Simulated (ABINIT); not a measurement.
# Phonon bands calculation of Au (part 2 of 3)

The same run, continued: Au (Fm-3m, 1 atom in the cell); Kohn-Sham DFT of a periodic cell, PBEsol, PseudoDojo NC SR PBEsol v0.4.1 standard, no spin polarisation (ABINIT 10.8.3); cutoff 1034.03 eV, 10×10×10 k-mesh, fermi-dirac of 0.1 eV. The structure derives from an entry of the Crystallography Open Database.

Geometry of the input (Å; fractional positions):
```
0.0000  2.0437  2.0437
2.0437  0.0000  2.0437
2.0437  2.0437  0.0000
Au 0.0000  0.0000  0.0000
```

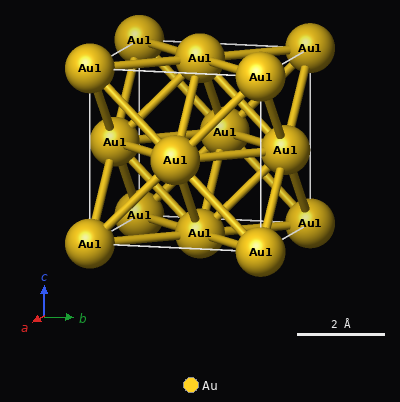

*The structure as given in the input (ball-and-stick view of the cell 4 times as large as that of the calculation, set on its symmetry axes, seen slightly off an axis; atoms are numbered from 1 in the order of the input).*

Log, continued:
```
 Real(R)+Recip(G) space primitive vectors, cartesian coordinates (Bohr,Bohr^-1):
 R(1)=  0.0000000  3.8619879  3.8619879  G(1)= -0.1294670  0.1294670  0.1294670
 R(2)=  3.8619879  0.0000000  3.8619879  G(2)=  0.1294670 -0.1294670  0.1294670
 R(3)=  3.8619879  3.8619879  0.0000000  G(3)=  0.1294670  0.1294670 -0.1294670
 Unit cell volume ucvol=  1.1520272E+02 bohr^3
 Angles (23,13,12)=  6.00000000E+01  6.00000000E+01  6.00000000E+01 degrees
 setup1 : take into account q-point for computing boxcut.

 getcut: wavevector=  0.0000  0.0000  0.0000  ngfft=  32  32  32
         ecut(hartree)=     38.000   => boxcut(ratio)=   2.11138
--------------------------------------------------------------------------------

 ==>  initialize data related to q vector <==

 The list of irreducible perturbations for this q vector is:
    1)    idir= 1    ipert=   1

================================================================================

 The perturbation idir=   2  ipert=   1 is
 symmetric of a previously calculated perturbation.
 So, its SCF calculation is not needed.

 The perturbation idir=   3  ipert=   1 is
 symmetric of a previously calculated perturbation.
 So, its SCF calculation is not needed.

--------------------------------------------------------------------------------
 Perturbation wavevector (in red.coord.)   0.000000  0.000000  0.000000
 Perturbation : displacement of atom   1   along direction   1
 Found     4 symmetries that leave the perturbation invariant.
 symkpt : the number of k-points, thanks to the symmetries,
 is reduced to   171 .

--------------------------------------------------------------------------------

--------------------------------------------------------------------------------

 dfpt_looppert : total number of electrons, from k and k+q
  fully or partially occupied states are    1.900000E+01 and    1.900000E+01.
 Initialisation of the first-order wave-functions :
  ireadwf=   0

--- !BeginCycle
iteration_state: {dtset: 2, }
solver: {iscf: 7, nstep: 80, nline: 4, wfoptalg: 0, }
tolerances: {tolvrs: 1.00E-08, }
...

     iter   2DEtotal(Ha)        deltaE(Ha) residm    vres2
-ETOT  1  0.94573385332905     -3.747E+03 7.794E+00 6.913E+02
 ETOT  2  2.30683071887938E-02 -9.227E-01 5.411E-02 6.382E+01
 ETOT  3 -5.61338850388893E-05 -2.312E-02 8.502E-04 2.480E-01
 ETOT  4 -1.91599982201751E-04 -1.355E-04 8.852E-05 7.471E-03
 ETOT  5 -1.93989139290807E-04 -2.389E-06 3.439E-06 9.889E-05
 ETOT  6 -1.94019171715354E-04 -3.003E-08 5.321E-07 7.703E-07
 ETOT  7 -1.94019388629840E-04 -2.169E-10 9.515E-08 1.228E-08
 ETOT  8 -1.94019386810851E-04  1.819E-12 1.721E-08 3.551E-09

 At SCF step    8       vres2   =  3.55E-09 < tolvrs=  1.00E-08 =>converged.
================================================================================

 ----iterations are completed or convergence reached----

 Mean square residual over all n,k,spin=   81.888E-13; max=  17.214E-09

 2DEtotal=   -0.1940193864E-03 Ha. Also 2DEtotal=   -0.527953646134E-02 eV
    (2DErelax=   -3.7475831053E+03 Ha. 2DEnonrelax=    3.7475829113E+03 Ha)
    (  non-var. 2DEtotal :   -1.8599080096E-04 Ha)

================================================================================

 ---- first-order wavefunction calculations are completed ----

 ==> Compute Derivative Database <==

  Dynamical matrix, in cartesian coordinates,
   if specified in the inputs, asr has been imposed
     j1       j2             matrix element
  dir pert dir pert     real part    imaginary part

  Phonon wavevector (reduced coordinates) :  0.00000  0.00000  0.00000
 Phonon energies in Hartree :
   0.000000E+00  0.000000E+00  0.000000E+00
 Phonon frequencies in cm-1    :
   0.000000E+00  0.000000E+00  0.000000E+00

================================================================================
== DATASET  3 ==================================================================

--- !DatasetInfo
iteration_state: {dtset: 3, }
dimensions: {natom: 1, nkpt: 1000, mband: 18, nsppol: 1, nspinor: 1, nspden: 1, mpw: 1308, }
cutoff_energies: {ecut:  38.0, pawecutdg:  -1.0, }
electrons: {nelect:   1.90000000E+01, charge:   0.00000000E+00, occopt:   3.00000000E+00, tsmear:   3.67493222E-03, }
meta: {optdriver: 1, rfphon: 1, }
...

 mkfilename : getwfk/=0, take file _WFK from output of DATASET   1.

 Real(R)+Recip(G) space primitive vectors, cartesian coordinates (Bohr,Bohr^-1):
 R(1)=  0.0000000  3.8619879  3.8619879  G(1)= -0.1294670  0.1294670  0.1294670
 R(2)=  3.8619879  0.0000000  3.8619879  G(2)=  0.1294670 -0.1294670  0.1294670
 R(3)=  3.8619879  3.8619879  0.0000000  G(3)=  0.1294670  0.1294670 -0.1294670
 Unit cell volume ucvol=  1.1520272E+02 bohr^3
 Angles (23,13,12)=  6.00000000E+01  6.00000000E+01  6.00000000E+01 degrees
 setup1 : take into account q-point for computing boxcut.

 getcut: wavevector=  0.5000  0.0000  0.0000  ngfft=  32  32  32
         ecut(hartree)=     38.000   => boxcut(ratio)=   2.04593
--------------------------------------------------------------------------------

 ==>  initialize data related to q vector <==

 The list of irreducible perturbations for this q vector is:
    1)    idir= 1    ipert=   1
    2)    idir= 2    ipert=   1

================================================================================

 The perturbation idir=   3  ipert=   1 is
 symmetric of a previously calculated perturbation.
 So, its SCF calculation is not needed.

--------------------------------------------------------------------------------
 Perturbation wavevector (in red.coord.)   0.500000  0.000000  0.000000
 Perturbation : displacement of atom   1   along direction   1
 Found     2 symmetries that leave the perturbation invariant.
 symkpt : the number of k-points, thanks to the symmetries,
 is reduced to   550 .

--------------------------------------------------------------------------------

--------------------------------------------------------------------------------

 dfpt_looppert : total number of electrons, from k and k+q
  fully or partially occupied states are    1.900000E+01 and    1.900000E+01.
 Initialisation of the first-order wave-functions :
  ireadwf=   0

--- !BeginCycle
iteration_state: {dtset: 3, }
solver: {iscf: 7, nstep: 80, nline: 4, wfoptalg: 0, }
tolerances: {tolvrs: 1.00E-08, }
...

     iter   2DEtotal(Ha)        deltaE(Ha) residm    vres2
-ETOT  1   4.5314858112424     -4.473E+03 7.829E+00 1.128E+03
 ETOT  2   3.6963167337780     -8.352E-01 3.821E-01 1.784E+02
 ETOT  3   3.6693164076732     -2.700E-02 1.433E-03 6.119E-01
 ETOT  4   3.6691675737447     -1.488E-04 2.551E-04 3.083E-02
 ETOT  5   3.6691621287109     -5.445E-06 2.001E-06 4.101E-03
 ETOT  6   3.6691615466352     -5.821E-07 5.061E-07 7.795E-05
 ETOT  7   3.6691615331183     -1.352E-08 1.386E-08 8.113E-06
 ETOT  8   3.6691615322815     -8.367E-10 3.047E-09 2.819E-06
 ETOT  9   3.6691615316685     -6.130E-10 1.034E-10 2.217E-09

 At SCF step    9       vres2   =  2.22E-09 < tolvrs=  1.00E-08 =>converged.
================================================================================

 ----iterations are completed or convergence reached----

 Mean square residual over all n,k,spin=   72.965E-15; max=  10.338E-11

 2DEtotal=    0.3669161532E+01 Ha. Also 2DEtotal=    0.998429716371E+02 eV
    (2DErelax=   -4.4733881795E+03 Ha. 2DEnonrelax=    4.4770573411E+03 Ha)
    (  non-var. 2DEtotal :    3.6691741014E+00 Ha)

--------------------------------------------------------------------------------
 Perturbation wavevector (in red.coord.)   0.500000  0.000000  0.000000
 Perturbation : displacement of atom   1   along direction   2
 The set of symmetries contains only one element for this perturbation.
 symkpt : not enough symmetry to change the number of k points.

--------------------------------------------------------------------------------

--------------------------------------------------------------------------------

 dfpt_looppert : total number of electrons, from k and k+q
  fully or partially occupied states are    1.900000E+01 and    1.900000E+01.
 Initialisation of the first-order wave-functions :
  ireadwf=   0

--- !BeginCycle
iteration_state: {dtset: 3, }
solver: {iscf: 7, nstep: 80, nline: 4, wfoptalg: 0, }
tolerances: {tolvrs: 1.00E-08, }
...

     iter   2DEtotal(Ha)        deltaE(Ha) residm    vres2
-ETOT  1   1.6709038754170     -3.800E+03 7.683E+00 6.520E+02
 ETOT  2  0.78248326346511     -8.884E-01 1.674E-01 6.682E+01
 ETOT  3  0.75971683724129     -2.277E-02 3.413E-03 2.076E-01
 ETOT  4  0.75959654130065     -1.203E-04 2.689E-04 6.784E-03
 ETOT  5  0.75959420624758     -2.335E-06 9.871E-06 7.668E-05
 ETOT  6  0.75959417873173     -2.752E-08 1.085E-06 1.774E-07
 ETOT  7  0.75959417877266      4.093E-11 4.490E-08 4.974E-09

 At SCF step    7       vres2   =  4.97E-09 < tolvrs=  1.00E-08 =>converged.
================================================================================

 ----iterations are completed or convergence reached----

 Mean square residual over all n,k,spin=   14.079E-12; max=  44.901E-09

 2DEtotal=    0.7595941788E+00 Ha. Also 2DEtotal=    0.206696105888E+02 eV
    (2DErelax=   -3.8004446917E+03 Ha. 2DEnonrelax=    3.8012042858E+03 Ha)
    (  non-var. 2DEtotal :    7.5961936973E-01 Ha)

================================================================================

 ---- first-order wavefunction calculations are completed ----

 ==> Compute Derivative Database <==

  Dynamical matrix, in cartesian coordinates,
   if specified in the inputs, asr has been imposed
     j1       j2             matrix element
  dir pert dir pert     real part    imaginary part

   1    1   1    1         0.0742346033         0.0000000269
   1    1   2    1        -0.0487696878        -0.0000000269
   1    1   3    1        -0.0487696878        -0.0000000269

   2    1   1    1        -0.0487696878        -0.0000000269
   2    1   2    1         0.0742346033         0.0000000269
   2    1   3    1         0.0487696878         0.0000000269

   3    1   1    1        -0.0487696878        -0.0000000269
   3    1   2    1         0.0487696878         0.0000000269
   3    1   3    1         0.0742346033         0.0000000269

  Phonon wavevector (reduced coordinates) :  0.50000  0.00000  0.00000
 Phonon energies in Hartree :
   2.663145E-04  2.663145E-04  6.916755E-04
 Phonon frequencies in cm-1    :
   5.844928E+01  5.844928E+01  1.518052E+02

================================================================================
== DATASET  4 ==================================================================

--- !DatasetInfo
iteration_state: {dtset: 4, }
dimensions: {natom: 1, nkpt: 1000, mband: 18, nsppol: 1, nspinor: 1, nspden: 1, mpw: 1308, }
cutoff_energies: {ecut:  38.0, pawecutdg:  -1.0, }
electrons: {nelect:   1.90000000E+01, charge:   0.00000000E+00, occopt:   3.00000000E+00, tsmear:   3.67493222E-03, }
meta: {optdriver: 1, rfphon: 1, }
...

 mkfilename : getwfk/=0, take file _WFK from output of DATASET   1.

 Real(R)+Recip(G) space primitive vectors, cartesian coordinates (Bohr,Bohr^-1):
 R(1)=  0.0000000  3.8619879  3.8619879  G(1)= -0.1294670  0.1294670  0.1294670
 R(2)=  3.8619879  0.0000000  3.8619879  G(2)=  0.1294670 -0.1294670  0.1294670
 R(3)=  3.8619879  3.8619879  0.0000000  G(3)=  0.1294670  0.1294670 -0.1294670
 Unit cell volume ucvol=  1.1520272E+02 bohr^3
 Angles (23,13,12)=  6.00000000E+01  6.00000000E+01  6.00000000E+01 degrees
 setup1 : take into account q-point for computing boxcut.

 getcut: wavevector=  0.5000  0.5000  0.0000  ngfft=  32  32  32
         ecut(hartree)=     38.000   => boxcut(ratio)=   2.04647
--------------------------------------------------------------------------------

 ==>  initialize data related to q vector <==

 The list of irreducible perturbations for this q vector is:
    1)    idir= 1    ipert=   1

================================================================================

 The perturbation idir=   2  ipert=   1 is
 symmetric of a previously calculated perturbation.
 So, its SCF calculation is not needed.

 The perturbation idir=   3  ipert=   1 is
 symmetric of a previously calculated perturbation.
 So, its SCF calculation is not needed.

--------------------------------------------------------------------------------
 Perturbation wavevector (in red.coord.)   0.500000  0.500000  0.000000
 Perturbation : displacement of atom   1   along direction   1
 Found     2 symmetries that leave the perturbation invariant.
 symkpt : the number of k-points, thanks to the symmetries,
 is reduced to   550 .

--------------------------------------------------------------------------------

--------------------------------------------------------------------------------

 dfpt_looppert : total number of electrons, from k and k+q
  fully or partially occupied states are    1.900000E+01 and    1.900000E+01.
 Initialisation of the first-order wave-functions :
  ireadwf=   0

--- !BeginCycle
iteration_state: {dtset: 4, }
solver: {iscf: 7, nstep: 80, nline: 4, wfoptalg: 0, }
tolerances: {tolvrs: 1.00E-08, }
...

     iter   2DEtotal(Ha)        deltaE(Ha) residm    vres2
-ETOT  1   4.0076015906794     -4.236E+03 7.825E+00 6.794E+02
 ETOT  2   3.2018529070834     -8.057E-01 1.600E-01 1.041E+02
 ETOT  3   3.1803541683345     -2.150E-02 4.054E-03 2.450E-01
 ETOT  4   3.1802574463442     -9.672E-05 1.693E-03 2.324E-02
 ETOT  5   3.1802525236723     -4.923E-06 7.334E-05 2.381E-03
 ETOT  6   3.1802521131718     -4.105E-07 3.413E-05 3.640E-05
 ETOT  7   3.1802521022915     -1.088E-08 1.535E-06 4.906E-07
 ETOT  8   3.1802521023270      3.547E-11 7.238E-07 4.094E-09

 At SCF step    8       vres2   =  4.09E-09 < tolvrs=  1.00E-08 =>converged.
================================================================================

 ----iterations are completed or convergence reached----

 Mean square residual over all n,k,spin=   10.805E-11; max=  72.382E-08

 2DEtotal=    0.3180252102E+01 Ha. Also 2DEtotal=    0.865390683160E+02 eV
    (2DErelax=   -4.2372277755E+03 Ha. 2DEnonrelax=    4.2404080276E+03 Ha)
    (  non-var. 2DEtotal :    3.1802926736E+00 Ha)

================================================================================

 ---- first-order wavefunction calculations are completed ----

 ==> Compute Derivative Database <==

  Dynamical matrix, in cartesian coordinates,
   if specified in the inputs, asr has been imposed
     j1       j2             matrix element
  dir pert dir pert     real part    imaginary part

   1    1   1    1         0.0526025448         0.0000000000

   2    1   2    1         0.0526025448         0.0000000000

   3    1   3    1         0.1606259636         0.0000000000

  Phonon wavevector (reduced coordinates) :  0.50000  0.50000  0.00000
 Phonon energies in Hartree :
   3.827605E-04  3.827605E-04  6.688544E-04
 Phonon frequencies in cm-1    :
   8.400622E+01  8.400622E+01  1.467966E+02

== END DATASET(S) ==============================================================
================================================================================

 -outvars: echo values of variables after computation  --------
            acell      1.0000000000E+00  1.0000000000E+00  1.0000000000E+00 Bohr
           etotal1    -1.4742176687E+02
           etotal2    -1.9401938681E-04
           etotal3     7.5959417877E-01
           etotal4     3.1802521023E+00
            fcart1    -0.0000000000E+00 -0.0000000000E+00 -0.0000000000E+00
            fcart2     0.0000000000E+00  0.0000000000E+00  0.0000000000E+00
            fcart3     0.0000000000E+00  0.0000000000E+00  0.0000000000E+00
            fcart4     0.0000000000E+00  0.0000000000E+00  0.0000000000E+00
            rprim      0.0000000000E+00  3.8619879086E+00  3.8619879086E+00
                       3.8619879086E+00  0.0000000000E+00  3.8619879086E+00
                       3.8619879086E+00  3.8619879086E+00  0.0000000000E+00
           strten1     1.9327624760E-05  1.9327624760E-05  1.9327624760E-05
                       0.0000000000E+00  0.0000000000E+00  0.0000000000E+00
           strten2     0.0000000000E+00  0.0000000000E+00  0.0000000000E+00
                       0.0000000000E+00  0.0000000000E+00  0.0000000000E+00
           strten3     0.0000000000E+00  0.0000000000E+00  0.0000000000E+00
                       0.0000000000E+00  0.0000000000E+00  0.0000000000E+00
           strten4     0.0000000000E+00  0.0000000000E+00  0.0000000000E+00
                       0.0000000000E+00  0.0000000000E+00  0.0000000000E+00
 Calculation completed.
```

File anaddb.abo:
```
.Version 10.8.3 of ANADDB
================================================================================

 -outvars_anaddb: echo values of input variables ----------------------

 Flags :
     ifcflag         1
 Miscellaneous information :
         asr         2
      chneut         0
 Interatomic Force Constants Inputs :
      dipdip         0
     dipquad         0
    quadquad         0
      ifcana         0
      ifcout         0
 Description of grid 1 :
        brav         1
       ngqpt         2         2         2
      nqshft         1
      q1shft
                     0.00000000E+00  0.00000000E+00  0.00000000E+00
 Phonon DOS information :
   dosdeltae  2.00000000E-05
    dossmear  4.55633525E-06
 Description of grid 2 (Fourier interp. or BZ sampling):
      ng2qpt        20        20        20
      ngrids         4
      q2shft         0.00000000E+00  0.00000000E+00  0.00000000E+00

================================================================================

 read the DDB information and perform some checks

  ==== Info on the Cryst% object ====
 Real(R)+Recip(G) space primitive vectors, cartesian coordinates (Bohr,Bohr^-1):
 R(1)=  0.0000000  3.8619879  3.8619879  G(1)= -0.1294670  0.1294670  0.1294670
 R(2)=  3.8619879  0.0000000  3.8619879  G(2)=  0.1294670 -0.1294670  0.1294670
 R(3)=  3.8619879  3.8619879  0.0000000  G(3)=  0.1294670  0.1294670 -0.1294670
 Unit cell volume ucvol=  1.1520272E+02 bohr^3
 Angles (23,13,12)=  6.00000000E+01  6.00000000E+01  6.00000000E+01 degrees
 Time-reversal symmetry is present
 Reduced atomic positions [iatom, xred, symbol]:
    1)    0.0000000  0.0000000  0.0000000  Au

 DDB file with 5 blocks has been read.

================================================================================

 Calculation of the interatomic forces

       Homogeneous q point set in the B.Z.
 Grid q points  :        8
  1)   0.00000000E+00  0.00000000E+00  0.00000000E+00
  2)   5.00000000E-01  0.00000000E+00  0.00000000E+00
  3)   0.00000000E+00  5.00000000E-01  0.00000000E+00
  4)   5.00000000E-01  5.00000000E-01  0.00000000E+00
  5)   0.00000000E+00  0.00000000E+00  5.00000000E-01
  6)   5.00000000E-01  0.00000000E+00  5.00000000E-01
  7)   0.00000000E+00  5.00000000E-01  5.00000000E-01
  8)   5.00000000E-01  5.00000000E-01  5.00000000E-01

 The interatomic forces have been obtained

================================================================================

 Calculation of phonon density of states

 Average speed of sound partial sums:     0.8874370978E-03 (at units)

 Debye frequency from partial sums:     0.7108866095E-03 (Ha)
-Debye temperature from partial sums:     0.2244802368E+03 (K)

 Average speed of sound:     0.8396267199E-03 (at units)

 Debye frequency from DOS:     0.6725878304E-03 (Ha)
-Debye temperature from DOS:     0.2123864388E+03 (K)

================================================================================

 Treat the first list of vectors

 [... frequencies along the path: see the file of bands ...]
================================================================================

 anaddb : the run completed successfully.
```
